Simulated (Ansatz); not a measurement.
# Run report: Pb, geometry relaxation

System: Pb (Fm-3m, 1 atom in the cell).
Method: DFT PBE, scalar-relativistic, plane waves, PAW, no spin polarisation (Ansatz 0.2.0).

The structure derives from an entry of the Crystallography Open Database. Figures and captions count atoms from 1; the log counts them from 0 in places.

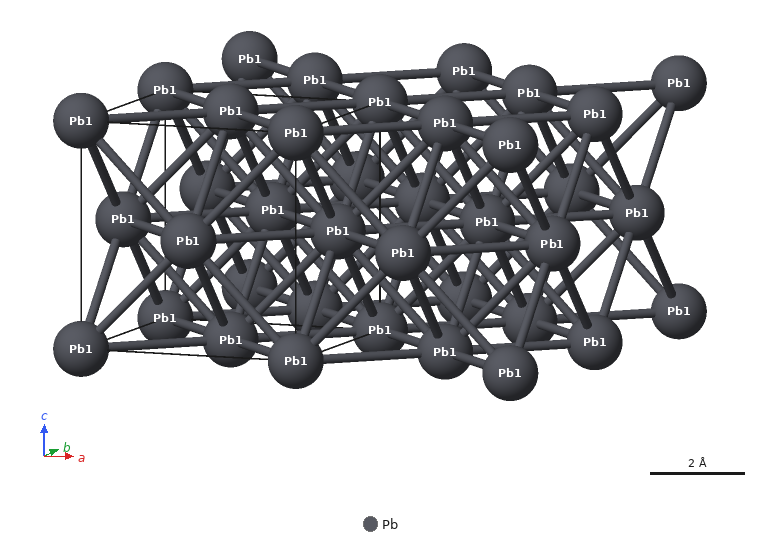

**Figure 1.** The structure as given in the input (ball-and-stick view of the cell 4 times as large as that of the calculation, set on its symmetry axes, repeated 2 × 2 × 1, seen slightly off an axis; atoms are numbered from 1 in the order of the input).

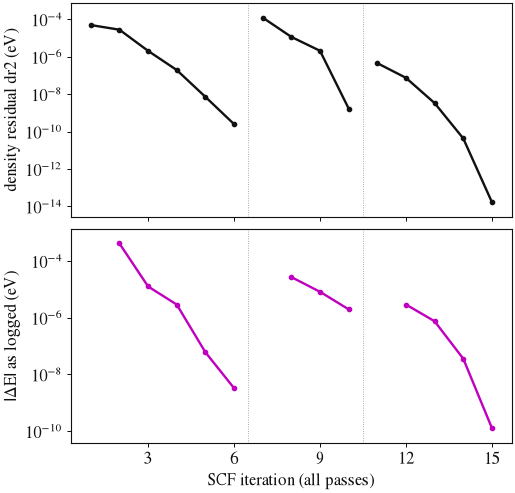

**Figure 2.** Convergence of the self-consistent field: density residual dr2 and size of the energy change against the SCF iteration. The dotted lines part the SCF passes of the relaxation: geometry steps, rejected trials and re-solves on a re-selected basis. The passes take 6, 4 and 5 iterations.

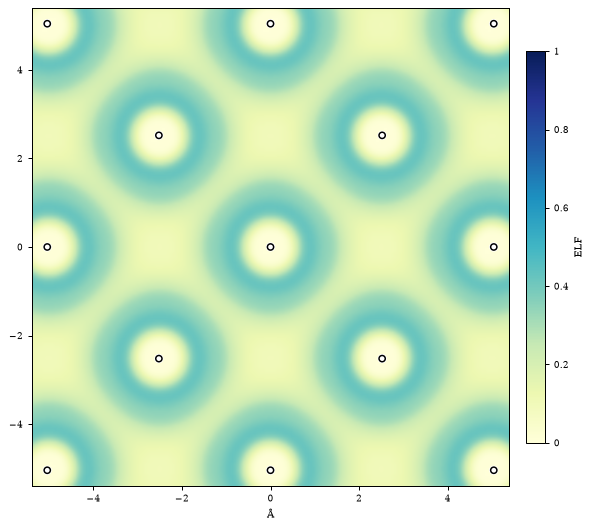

**Figure 3.** Electron localisation function on the (100) plane of the conventional cell. Circles mark the nuclei in the plane (Pb). Atoms in the plane: Pb. Pb–Pb (3.57 Å): the ELF is about 0.20 at the midpoint; no localised pair between them. In a PAW calculation such maps are meaningful between the atoms, not at the nuclei.

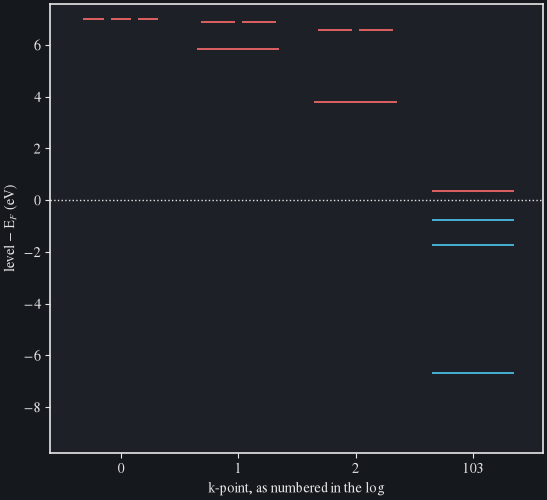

**Figure 4.** Kohn–Sham levels near the Fermi level (dotted) at the few k-points that the log prints; levels within 0.02 eV of each other stand side by side. The system is metallic on the full mesh.

The input that produced these results follows, with the program's output.

The input
```yaml
crystal:
  lattice:
    - [0.0, 2.47502, 2.47502]
    - [2.47502, 0.0, 2.47502]
    - [2.47502, 2.47502, 0.0]
  atoms:
    - { symbol: Pb, position: [0.0, 0.0, 0.0] }
basis:
  ecutwfc: 420
kpoints:
  mp_grid: { grid: [14, 14, 14] }
hamiltonian:
  xc: pbe
scf:
  occupations: { method: gaussian, width: 0.1 }
output:
  forces: true
  stress: true
  eigenvalues: true
  write_density: true
  write_potential: true
  elf: true
  volumetric_format: npy
relax:
  adjacent_minimum: "off"
  f_tol: 0.005
  max_steps: 80
  cell: { stress_tol: 0.05 }
```

Launched with:
```bash
ansatz run input.yaml --threads 1 --pin off --max-ram 2560MiB --backend cpu --events-out ev --progress --plain --runs-dir out
```

The program's output
```
Engine: ansatz 0.2.0, aarch64-unknown-linux-gnu
Pseudopotentials: kind: paw
Pseudopotential: Pb, paw, valence charge 14, recommended cutoff 420 eV (normal), Pb.paw.azcp
Functional definition: PBE
  parameter kappa = 0.804
  parameter beta = 0.06672455060314922
  exchange = pbe_x(kappa = kappa, mu = beta*pi^2/3)
  correlation = pbe_c(beta = beta)
Crystal: 1 atoms, lattice volume = 30.323 Å³
Basis set: ecut = 420 eV, 609 PW (Γ), exchange–correlation on 48×48×48 points (8 copies of the dense FFT grid, shifted against one another)
Bands: 11, of which v1, the nominal top of the filled ones, is band 7 counted from 1 (6 counted from 0)
Symmetry: 48 space group operations
Space group: Fm-3m (ITA 225), of the structure as read, at distance tolerance 3.1e-5 Å
k-points: 104 of 2744
Non-local potential: Pb, projectors of the file, l = 0: 2, l = 1: 2, l = 2: 2, l = 3: 2
PAW form: soft (Blöchl's): semilocal exchange-correlation on the pseudo side does not see the compensation charge
PAW one-centre angular grid: Pb, 590 points (default); XC on 64 Gauss nodes
Initial density: superposition of atomic densities (neutral atoms: chi_scale 0, normalization atom), corrected by the library's trained network
Initial wavefunctions: pseudopotential atomic-orbital guess
Functional: x = pbe(κ = 0.804, μ = 0.2195149727645171), c = pbe(β = 0.06672455060314922)
SCF iter   1: F=—  HF=-11906.407572 eV  |F-HF|=—  |Δ(HF+E_count)|=         —  Δρ=5.33e-4  dr2=4.92e-5  ethr=1.77e-3  ⟨swp⟩=5.6  Hψ=7520  notcnv=0
preconditioner: auto → none  [metal: Δε(μ)=0.140 eV  Ē_g=19.955 eV  σ=0.100 eV  W_gap=0.49  n_scr=8 (ndim 8)  ℏωp=25.2 eV  f_vac=0.000  D(μ)=0.43/eV (n_scr^D=0)  sad-step TF]
SCF iter   2: F=—  HF=-11906.407159 eV  |F-HF|=—  |Δ(HF+E_count)|=   4.14e-4  Δρ=4.57e-4  dr2=2.77e-5  ethr=3.52e-7  ⟨swp⟩=2.5  Hψ=2944  notcnv=0
SCF iter   3: F=—  HF=-11906.407171 eV  |F-HF|=—  |Δ(HF+E_count)|=   1.26e-5  Δρ=1.21e-4  dr2=2.05e-6  ethr=1.98e-7  ⟨swp⟩=3.0  Hψ=1877  notcnv=0
SCF iter   4: F=—  HF=-11906.407174 eV  |F-HF|=—  |Δ(HF+E_count)|=   2.90e-6  Δρ=2.40e-5  dr2=1.94e-7  ethr=1.47e-8  ⟨swp⟩=2.0  Hψ=1320  notcnv=0
iter 5 did not close the SCF: its close was put off for the readings that it lacked (scf_convergence_deferred on its scf_iter line)
SCF iter   5: F=-11906.407174 eV  HF=-11906.407174 eV  |F-HF|=7.90e-9  |Δ(HF+E_count)|=   6.03e-8  Δρ=5.00e-6  dr2=7.16e-9  ethr=1.38e-9  ⟨swp⟩=2.0  Hψ=1808  notcnv=0
SCF iter   6: F=-11906.407174 eV  HF=-11906.407174 eV  |F-HF|=3.13e-10  |Δ(HF+E_count)|=   3.28e-9  Δρ=8.83e-7  dr2=2.50e-10  ethr=5.11e-11  ⟨swp⟩=6.8  Hψ=7177  notcnv=0
SCF 1 converged in 6 iterations: F = -11906.407174 eV  dr2 = 2.50e-10
  greatest PAW one-centre occupation: 0.978 electrons in one spin orbital (limit 2), on the Pb atom at site 0 (counted from 0), in its partial waves of l = 2
relax step   1: F+E_penalty+E_count = -11906.40717414 eV  Δ(F+E_penalty+E_count) = +0.000e0 eV  max|allowed force component| = 0.000e0 eV/Å  Δτ_max = 0.0000 Å  P = +2.446 GPa  Ω = 30.323 Å³  (6 SCF iters, dr2 threshold 1.00e-7 eV, accepted)
Crystal: 1 atoms, lattice volume = 32.044 Å³
Initial density: handed on by an earlier stage of this run
Initial wavefunctions: those handed on with the density
iter 1 solved again at ethr=5.10e-7 eV; its pass at ethr=3.10e-3 eV (dr2=7.14e-5 eV) is discarded
SCF iter   1: F=—  HF=-11906.419246 eV  |F-HF|=—  |Δ(HF+E_count)|=         —  Δρ=5.89e-4  dr2=1.23e-4  ethr=5.10e-7  ⟨swp⟩=2.2  Hψ=10963  notcnv=0
eigensolver tolerance schedule calibrated: the retry pair's looser diagonalisation under-reported the residual by θ = 0.42 (0.11/decade); ethr = c·dr2/N_el runs at the constant in force after the calibration composes with the one it found (an armed cap, an earlier calibration), c = 8.2e-2
preconditioner: auto → none  [metal: Δε(μ)=0.052 eV  Ē_g=19.705 eV  σ=0.100 eV  W_gap=0.27  n_scr=8 (ndim 8)  ℏωp=24.5 eV  f_vac=0.000  D(μ)=0.46/eV (n_scr^D=0)]
SCF iter   2: F=—  HF=-11906.419219 eV  |F-HF|=—  |Δ(HF+E_count)|=   2.70e-5  Δρ=2.65e-4  dr2=1.14e-5  ethr=5.10e-7  ⟨swp⟩=2.0  Hψ=1862  notcnv=0
SCF iter   3: F=—  HF=-11906.419227 eV  |F-HF|=—  |Δ(HF+E_count)|=   8.19e-6  Δρ=1.13e-4  dr2=2.07e-6  ethr=6.70e-8  ⟨swp⟩=1.5  Hψ=1196  notcnv=0
SCF iter   4: F=-11906.419229 eV  HF=-11906.419229 eV  |F-HF|=6.62e-10  |Δ(HF+E_count)|=   1.97e-6  Δρ=2.51e-6  dr2=1.71e-9  ethr=5.85e-10  ⟨swp⟩=7.3  Hψ=8236  notcnv=0
SCF 2 converged in 4 iterations: F = -11906.419229 eV  dr2 = 1.71e-9
relax step   2: F+E_penalty+E_count = -11906.41922919 eV  Δ(F+E_penalty+E_count) = -1.206e-2 eV  max|allowed force component| = 0.000e0 eV/Å  Δτ_max = 0.0000 Å  P = -0.023 GPa  Ω = 32.044 Å³  energy of the carried Pulay correction = -2.373e-4 eV  (4 SCF iters, dr2 threshold 1.00e-7 eV, accepted)
Initial wavefunctions: pseudopotential atomic-orbital guess (no wavefunctions were taken with the density)
iter 1 solved again at ethr=4.71e-8 eV; its pass at ethr=3.10e-3 eV (dr2=6.59e-6 eV) is discarded
SCF iter   1: F=—  HF=-11906.419470 eV  |F-HF|=—  |Δ(HF+E_count)|=         —  Δρ=8.77e-5  dr2=4.53e-7  ethr=4.71e-8  ⟨swp⟩=3.1  Hψ=10865  notcnv=0
preconditioner: auto → none  [metal: Δε(μ)=0.051 eV  Ē_g=19.689 eV  σ=0.100 eV  W_gap=0.27  n_scr=8 (ndim 8)  ℏωp=24.5 eV  f_vac=0.000  D(μ)=0.46/eV (n_scr^D=0)]
SCF iter   2: F=—  HF=-11906.419473 eV  |F-HF|=—  |Δ(HF+E_count)|=   2.91e-6  Δρ=4.01e-5  dr2=7.44e-8  ethr=3.24e-9  ⟨swp⟩=2.5  Hψ=1909  notcnv=0
SCF iter   3: F=—  HF=-11906.419474 eV  |F-HF|=—  |Δ(HF+E_count)|=   7.49e-7  Δρ=8.55e-6  dr2=3.33e-9  ethr=5.32e-10  ⟨swp⟩=2.4  Hψ=1339  notcnv=0
SCF iter   4: F=—  HF=-11906.419474 eV  |F-HF|=—  |Δ(HF+E_count)|=   3.58e-8  Δρ=6.70e-7  dr2=4.32e-11  ethr=2.38e-11  ⟨swp⟩=2.4  Hψ=1820  notcnv=0
SCF iter   5: F=-11906.419474 eV  HF=-11906.419474 eV  |F-HF|=5.46e-12  |Δ(HF+E_count)|=  1.29e-10  Δρ=1.46e-8  dr2=1.71e-14  ethr=1.00e-12  ⟨swp⟩=6.6  Hψ=5460  notcnv=0
SCF 3 converged in 5 iterations: F = -11906.419474 eV  dr2 = 1.71e-14
relax step   3: F+E_penalty+E_count = -11906.41947399 eV  Δ(F+E_penalty+E_count) = -2.448e-4 eV  max|allowed force component| = 0.000e0 eV/Å  Δτ_max = 0.0000 Å  P = -0.023 GPa  Ω = 32.044 Å³  stress off target by 2.28e-2 GPa  SCF on the basis re-selected at this cell (its energy is not comparable with the rows above)  (5 SCF iters)
basis re-selected at this cell: Δ(F+E_penalty+E_count) = -2.448e-4 eV, ΔP = -0.000 GPa vs the last step (what re-selecting the basis moved, of the pressure what is left beyond the Pulay correction that the steps carried, after the strain that the cell walked since its last selection, with what the two solves' SCF thresholds leave and, on support functions, any second-order correction that the steps lacked; it is no measure of the basis error at this ecutwfc). This SCF's stress stands 2.28e-2 GPa from its target on what of the cell is left free (relax.cell.stress_tol is 5.00e-2 GPa) and its largest allowed force component is 0.00e0 eV/Å (relax.f_tol is 5.00e-3 eV/Å): within both
SCF converged after 5 iterations
Free energy (F): -11906.419474 eV
Harris-Foulkes:  -11906.419474 eV  (|F-HF|=5.46e-12)
Internal energy: -11906.417184 eV  (E = F + TS)
E sigma→0 (E₀):  -11906.418329 eV
Entropy (-TS):   -0.002290 eV (-2.290 meV/atom)
Fermi energy:    10.174373 eV
--- Per-component energies (eV) ---
  E_band       = -47.309743
  E_kinetic    = 288.304621
  E_local      = -1051.637750  (includes V_loc(G=0)·N_el)
  E_nonlocal   = 349.507751
  E_hartree    = 416.579398
  E_xc         = -220.563407
  E_vxc        = -132.189302  (∫ρ·V_xc dr)
  E_paw        = -10405.386217  (= ΣΔE_a)
  E_vpaw       = -334.453905  (= ΣTr[D̂ρ^β])
  E_aug_tail   = 0.000048  (compensation charges beyond the density's cutoff)
  E_ewald      = -1283.221628
  E_smearing   = -0.002290  (= −TS)
  E_closure    = -0.000000  (closes the sum)
  Σ components = -11906.419474   (vs F -11906.419474, Δ=0.00e0)
--- Forces (eV/Å), atoms counted from 1 ---
  atom   1  Pb     0.00000000     0.00000000    -0.00000000
  max |Σ_I F_I| component: 6.57e-32 eV/Å
--- Stress (GPa, compression-positive) ---
       -0.022849       0.000000       0.000000
        0.000000      -0.022849       0.000000
        0.000000       0.000000      -0.022849
  P = ⅓ Tr σ = -0.0228 GPa (-0.228 kbar)
--- Band table (eV; the first three rows and the last of 104) ---
  k-point 0: bands = ["-6.8759", "-6.8759", "-6.8759", "-6.7580", "-6.7580", "-1.2175", "17.1577", "17.1577", "17.1577", "19.8791", "20.8171"]
  k-point 1: bands = ["-6.8759", "-6.8696", "-6.8696", "-6.7584", "-6.7584", "-1.1248", "16.0237", "17.0417", "17.0417", "19.6023", "21.3958"]
  k-point 2: bands = ["-6.8762", "-6.8553", "-6.8553", "-6.7560", "-6.7560", "-0.8471", "13.9663", "16.7465", "16.7465", "19.2434", "22.3509"]
  k-point 103: bands = ["-6.8665", "-6.8659", "-6.7776", "-6.7121", "-6.6139", "3.4751", "8.4461", "9.4048", "10.5314", "20.0084", "20.9482"]
--- Relaxed structure (2 steps of the walk, 2 accepted, 1 SCFs on fresh bases) ---
  F+E_penalty+E_count = -11906.41947399 eV   max|allowed force component| = 0.000e0 eV/Å   (the final SCF, on the basis selected at the relaxed cell)
  cell:  # Å, volume = 32.0441 Å³
    - [-2.6750703172701844e-34, 2.5209979028660476, 2.5209979028660476]
    - [2.5209979028660476, 5.477524935362759e-34, 2.5209979028660476]
    - [2.5209979028660476, 2.5209979028660476, 7.643058049343389e-35]
  atoms:
    - { symbol: Pb, position: [0.0, 0.0, 0.0] }
```

Trajectory as extended XYZ (Å, eV, eV/Å), 3 frames, from step=1 to step=3
```
1
Lattice="0.0000 2.4750 2.4750 2.4750 0.0000 2.4750 2.4750 2.4750 0.0000" Properties=species:S:1:pos:R:3:forces:R:3 step=1 energy=-11906.40717 pressure_GPa=2.45
Pb    0.0000    0.0000    0.0000    0.0000   0.0000   0.0000
1
Lattice="0.0000 2.5210 2.5210 2.5210 0.0000 2.5210 2.5210 2.5210 0.0000" Properties=species:S:1:pos:R:3:forces:R:3 step=2 energy=-11906.41923 pressure_GPa=-0.02
Pb    0.0000    0.0000    0.0000    0.0000   0.0000   0.0000
1
Lattice="0.0000 2.5210 2.5210 2.5210 0.0000 2.5210 2.5210 2.5210 0.0000" Properties=species:S:1:pos:R:3:forces:R:3 step=3 energy=-11906.41947 pressure_GPa=-0.02
Pb    0.0000    0.0000    0.0000    0.0000   0.0000   0.0000
```

Summary

```json
{"quantity": "outcome", "value": "converged"}
{"quantity": "space group (tolerance 0.01 Å)", "value": "Fm-3m (225)"}
{"quantity": "electrons treated", "value": "14"}
{"quantity": "free energy", "value": "−11906.4195 eV"}
{"quantity": "Fermi energy", "value": "10.174 eV"}
{"quantity": "gap on the k-point mesh", "value": "none (metallic)"}
{"quantity": "pressure", "value": "−0.02 GPa"}
{"quantity": "final volume", "value": "32.04 Å³"}
{"quantity": "largest force (length of the vector) at the end", "value": "under 0.001 eV/Å"}
{"quantity": "final cell", "value": "a = 3.565 Å, b = 3.565 Å, c = 3.565 Å, α = 60.00°, β = 60.00°, γ = 60.00°"}
{"quantity": "hardware", "value": "1 thread of Arm Neoverse V1, 24 GiB of memory available, shared host"}
{"quantity": "wall time", "value": "8.3 s"}
{"quantity": "peak memory", "value": "0.32 GiB"}
```

Spin–orbit coupling is left out, which matters for Pb.
